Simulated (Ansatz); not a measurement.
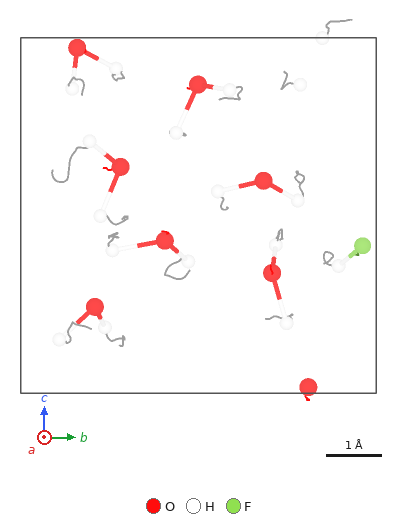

A Born-Oppenheimer molecular dynamics run of a periodic cell with 8 H2O + 1 HF at 0.995 g/cm³, 30 fs long. It starts from the last geometry of an earlier run, with fresh velocities. Lines trace each atom's path, in the colour of its element; spheres stand at the starting positions. Seen along the a axis in the simulation cell.

Method: DFT r2SCAN-D3(BJ), scalar-relativistic, plane waves, PAW (Ansatz 0.2.0). Run with plane-wave cutoff 500 eV; k-point mesh 1 × 1 × 1; Fermi-Dirac smearing 0.05 eV; Langevin thermostat (NVT); set temperature 1000 K; time step 0.5 fs; friction 0.05 per fs.

Input
```yaml
crystal:
  lattice:
    - [6.495065, 0.0, 0.0]
    - [0.0, 6.495065, 0.0]
    - [0.0, 0.0, 6.495065]
  atoms:
    - { symbol: O, position: [0.96847737, 0.6831295, 0.59775116] }
    - { symbol: H, position: [0.87506897, 0.77955126, 0.54199259] }
    - { symbol: H, position: [0.89905592, 0.55449764, 0.56766416] }
    - { symbol: O, position: [0.66873467, 0.40522126, 0.42903994] }
    - { symbol: H, position: [0.54568359, 0.47149872, 0.37038749] }
    - { symbol: H, position: [0.64281613, 0.25795283, 0.40179363] }
    - { symbol: O, position: [0.09550957, 0.80924318, 1.01671564] }
    - { symbol: H, position: [-0.05107337, 0.84888715, 0.99943843] }
    - { symbol: H, position: [0.12782094, 0.78665821, 0.86821859] }
    - { symbol: O, position: [0.85569118, 0.15861269, 0.97182272] }
    - { symbol: H, position: [0.94901535, 0.14480962, 0.85674541] }
    - { symbol: H, position: [0.76276707, 0.26775778, 0.91340471] }
    - { symbol: O, position: [0.14989943, 0.28076764, 0.63684827] }
    - { symbol: H, position: [0.17592177, 0.22398486, 0.49843051] }
    - { symbol: H, position: [0.2582518, 0.19351673, 0.70883394] }
    - { symbol: O, position: [0.596919, 0.49873115, 0.86849436] }
    - { symbol: H, position: [0.71535901, 0.58762007, 0.85296162] }
    - { symbol: H, position: [0.59225791, 0.43725765, 0.73261194] }
    - { symbol: O, position: [0.31171427, 0.70727946, 0.33810688] }
    - { symbol: H, position: [0.27807191, 0.74783448, 0.1966971] }
    - { symbol: H, position: [0.1661512, 0.71743606, 0.41687693] }
    - { symbol: O, position: [0.17724075, 0.20833322, 0.24266176] }
    - { symbol: H, position: [0.04878746, 0.23677218, 0.18486634] }
    - { symbol: H, position: [0.24383523, 0.10816132, 0.15065985] }
    - { symbol: F, position: [0.6408826, 0.96203885, 0.41474257] }
    - { symbol: H, position: [0.51821336, 0.89433346, 0.3578983] }
basis:
  ecutwfc: 500.0
kpoints:
  mp_grid: { grid: [1, 1, 1] }
hamiltonian:
  xc: r2scan
  dispersion: d3bj
scf:
  occupations: { method: fermi_dirac, width: 0.05 }
  lower_state_search: "off"
md:
  timestep: 0.5
  n_steps: 60
  ensemble: nvt_langevin
  temperature: 1000.0
  initial_velocities: maxwell_boltzmann
  seed: 792531
  friction: 0.05
```

Launched with:
```bash
ansatz run input.yaml --threads 1 --pin off --max-ram 3072MiB --backend cpu --events-out ev --progress --plain --runs-dir out
```

**Describe the motion.**

Root-mean-square distances from the starting positions over the second half, with the common drift of all atoms taken out: H 0.50 Å, F 0.21 Å, O 0.21 Å. The heavy atoms stay within a fraction of a molecule's size of their starting places; so short a run doesn't tell a liquid from a solid.

Limits of the set-up: the periodic images lie only 6.5 Å apart, so the values are limited by the cell's size.

Cost: 10 min on 1 thread of Intel(R) Xeon(R) 6975P-C (Granite Rapids), with other jobs on the host, peak memory 0.86 GiB.
